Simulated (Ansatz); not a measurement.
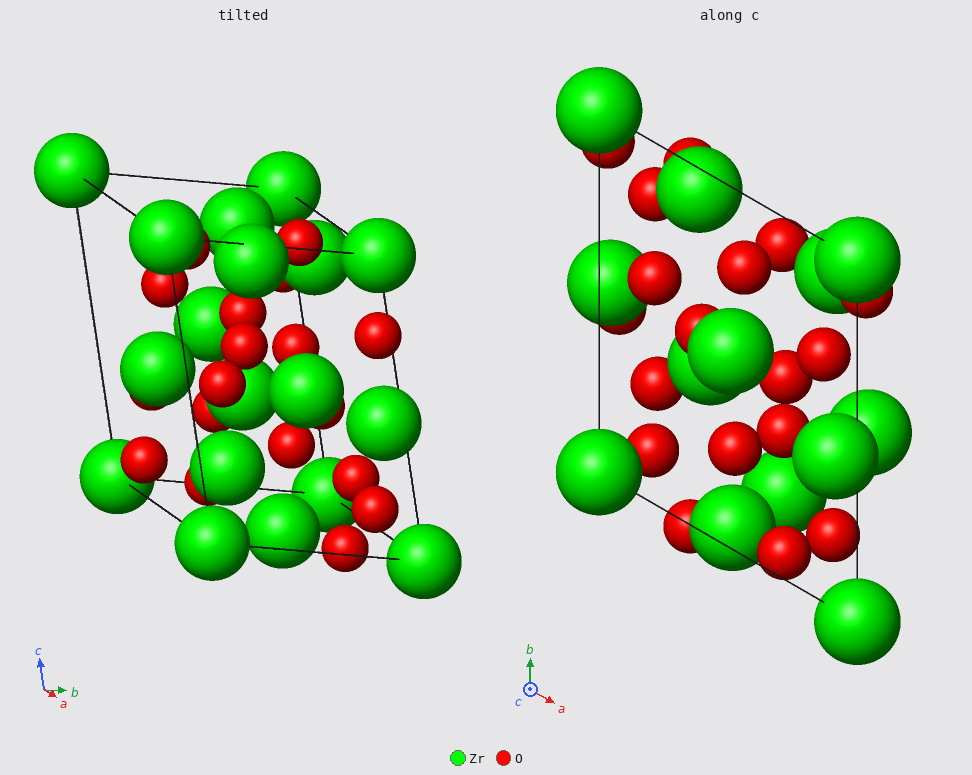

A spheres-only rendering, viewed slightly off an axis and along the c axis. One simulation cell is framed, with atoms on its boundary repeated.

Zr9O16, a = 6.73 Å, b = 7.31 Å, c = 7.31 Å, α = 90.92°, β = 116.26°, γ = 116.26°.

Calculation details: DFT PBEsol, scalar-relativistic, plane waves, PAW (Ansatz); a kinetic-energy cutoff of 420 eV, the zone sampled with 2×2×2 points, Gaussian smearing of 0.01 eV, no spin polarisation.

**What is the band gap, if any?**

A semiconductor at this level, with a gap of 0.81 eV on the k-mesh (the true edges may lie between mesh points, so the gap can be somewhat smaller).

It goes back to a structure listed in the Materials Project, repeated into a supercell with a point defect put in. The atoms were relaxed in a fixed cell with DFT PBEsol, scalar-relativistic, plane waves, PAW (Ansatz).
